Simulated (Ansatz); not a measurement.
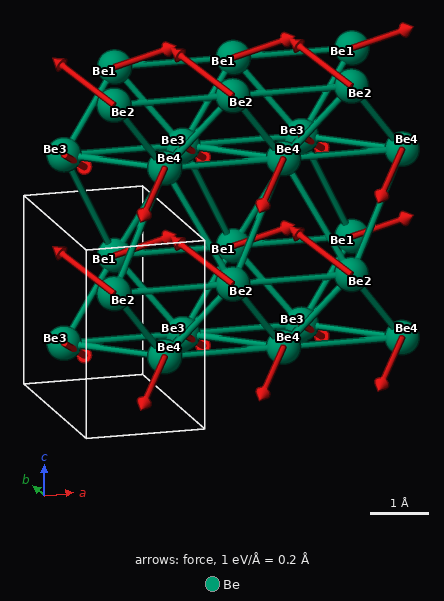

Starting geometry of solid Be (set up in P2_12_12) (coarse preliminary run) with the computed forces as red arrows. Style: ball-and-stick. Shown: the cell of the calculation, repeated 3 × 1 × 2 with one cell outlined, slightly off an axis.

Method: DFT PBE, scalar-relativistic, plane waves, PAW (Ansatz).

Input
```yaml
crystal:
  lattice:
    - [2.168, 0.0, 0.0]
    - [0.0, 3.755, 0.0]
    - [0.0, 0.0, 3.416]
  atoms:
    - { symbol: Be, position: [0.67, 0.82, 0.7] }
    - { symbol: Be, position: [0.33, 0.18, 0.7] }
    - { symbol: Be, position: [0.17, 0.68, 0.3] }
    - { symbol: Be, position: [0.83, 0.32, 0.3] }
basis:
  ecutwfc: 420
kpoints:
  mp_grid: { grid: [10, 6, 6] }
hamiltonian:
  xc: pbe
scf:
  occupations: { method: gaussian, width: 0.1 }
output:
  forces: true
  stress: true
  eigenvalues: true
relax:
  adjacent_minimum: "off"
  f_tol: 0.05
  max_steps: 70
  cell: { stress_tol: 0.5 }
```

Run as
```bash
ansatz run input.yaml --threads 2 --pin off --max-ram 5120MiB --backend cpu --events-out ev --progress --plain --runs-dir out
```

> Is this structure relaxed? If not, where do the atoms go?

It isn't relaxed: the largest force vector, on Be atoms, is 7.64 eV/Å. The atoms end up moving mostly along the starting forces (cosine between the two patterns 0.99). After 10 accepted moves (13 points after the start) the energy has fallen by 4.866 eV per cell of the calculation. Largest force component: 5.7 eV/Å at the start, 0.0043 eV/Å at the end. Pressure: 62.50 GPa at the start and −0.05 GPa at the end. The line search rejected the trial step at point 11 of the run. The SCF was repeated twice at an unchanged geometry on a basis and grid sized afresh for the cell, which shifted the energy by 2.2 meV per cell of the calculation at most. The largest moves relative to the cell, 0.36 Å, are those of Be1, Be2, Be3 and Be4. Be2 goes along [−3 3 2]. Cell: a 2.168 → 2.398 Å (+10.6 %), b 3.755 → 3.592 Å (−4.3 %), c 3.416 → 3.657 Å (+7.1 %). Volume +13.3 %. Some distances before and after: Be1–Be2 2.797 → 2.160 Å, Be1–Be2 (another image) 1.540 → 2.159 Å, Be1–Be3 1.822 → 2.186 Å, Be1–Be2 (another image) 2.514 → 2.160 Å. The space group (tolerance 0.01 Å) goes from P2_12_12 (No. 18) to Fmmm (No. 69).
